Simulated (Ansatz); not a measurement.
System: CoSi₂.

```yaml
crystal:
  lattice:
    - [-2.68018, 0.00000, -2.68018]
    - [-2.68018, 0.00000, 2.68018]
    - [0.00000, 5.36035, 0.00000]
  atoms:
    - { symbol: Co, position: [0.50000, 0.50000, 0.48960] }
    - { symbol: Co, position: [0.00000, 0.00000, 0.98960] }
    - { symbol: Si, position: [0.50000, 0.00000, 0.26091] }
    - { symbol: Si, position: [0.00000, 0.50000, 0.76091] }
    - { symbol: Si, position: [0.50000, 0.00000, 0.76091] }
    - { symbol: Si, position: [0.00000, 0.50000, 0.26091] }
```

Space group I4mm; a point of a scan over the structure, not its minimum; not relaxed (largest force 1.3 eV/Å); computed without spin polarisation; PAW files of the earlier set (soft_1).

Computed with DFT PBE, scalar-relativistic, plane waves, PAW (Ansatz 0.2.0).

**Predict the valence pseudo-density and electron localisation function between the atoms.**

Co–Si (2.26 Å): ρ at the midpoint is about 0.55 e/Å³; the ELF peaks at about 0.75 in the valence shell of Si, 0.8 Å from its nucleus, and is about 0.50 at the midpoint.
Co–Si (2.39 Å): ρ is about 0.44 e/Å³ halfway; the ELF peaks at about 0.75 in the valence shell of Si, 0.9 Å from its nucleus, and is about 0.50 at the midpoint.

**Does the calculation give a band gap?**

It is gapless in this calculation (a metal or semimetal).

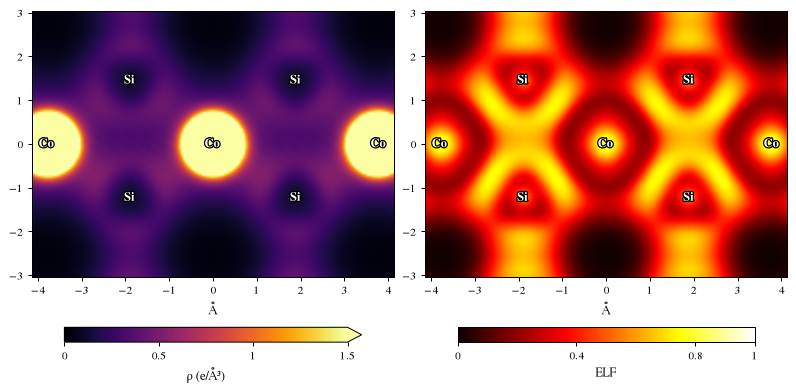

Computed valence pseudo-density and electron localisation function on the (010) plane of the conventional cell, in this order. 

The density is the valence pseudo-density of a PAW calculation; it isn't the true density close to the nuclei.
